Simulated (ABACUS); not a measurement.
## Run report: BeTe, band-structure run (part 3 of 3)

The same run, continued: BeTe (2 atoms in the cell); Kohn-Sham DFT of a periodic cell, PBE, spin-orbit coupling, PseudoDojo NC FR 0.4 PBE standard, no spin polarisation (ABACUS 3.10.1); cutoff 1360.57 eV, 5×5×5 k-mesh, fermi-dirac of 0.05 eV. The structure derives from an entry of the Crystallography Open Database.

Geometry of the input (Å; fractional positions):
```
0.0000  2.7700  2.7700
2.7700  0.0000  2.7700
2.7700  2.7700  0.0000
Te 0.7500  0.7500  0.7500
Be 0.0000  0.0000  0.0000
```

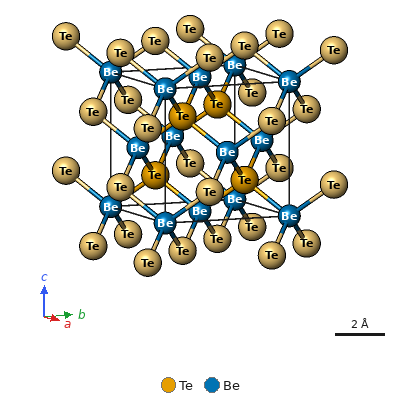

*The input geometry (ball-and-stick view of the cell 4 times as large as that of the calculation, set on its symmetry axes, seen slightly off an axis; neighbours outside the cell are drawn fainter).*

File mulliken.txt, continued:
```
Total Charge on atom:                 Te             16.3063
Total Magnetism on atom:              Te              0.0000              0.0000              0.0000


1                             Zeta of Be              Spin 1              Spin 2              Spin 3              Spin 4
s                                      0              2.0001              0.0000              0.0000              0.0000
s                                      1              0.4582              0.0000              0.0000              0.0000
s                                      2             -0.0160              0.0000              0.0000              0.0000
SUM OVER M+Zeta                                       2.4423              0.0000              0.0000              0.0000

pz                                     0              0.4171              0.0000              0.0000              0.0000
px                                     0              0.4171              0.0000              0.0000              0.0000
py                                     0              0.4171              0.0000              0.0000              0.0000
SUM OVER M                                            1.2514              0.0000              0.0000              0.0000
SUM OVER M+Zeta                                       1.2514              0.0000              0.0000              0.0000

SUM OVER M+Zeta+L                                     3.6937              0.0000              0.0000              0.0000

Total Charge on atom:                 Be              3.6937
Total Magnetism on atom:              Be              0.0000              0.0000              0.0000
```

Summary:

- outcome: converged
- space group (tolerance 0.01 Å): F-43m (216)
- electrons treated: 20
- free energy: −3232.0727 eV
- Fermi energy of the self-consistent step: 9.725 eV
- gap on the k-point mesh: 1.89 eV
- pressure: 6.23 GPa
- largest force (length of the vector): under 0.001 eV/Å
- wall time: 11 s (CPU time 42 s)
- peak memory: 0.56 GiB

Points of doubt noted for this run: home made orbitals. The cell is under a pressure of 6.2 GPa at this level, so it is not at its equilibrium volume.
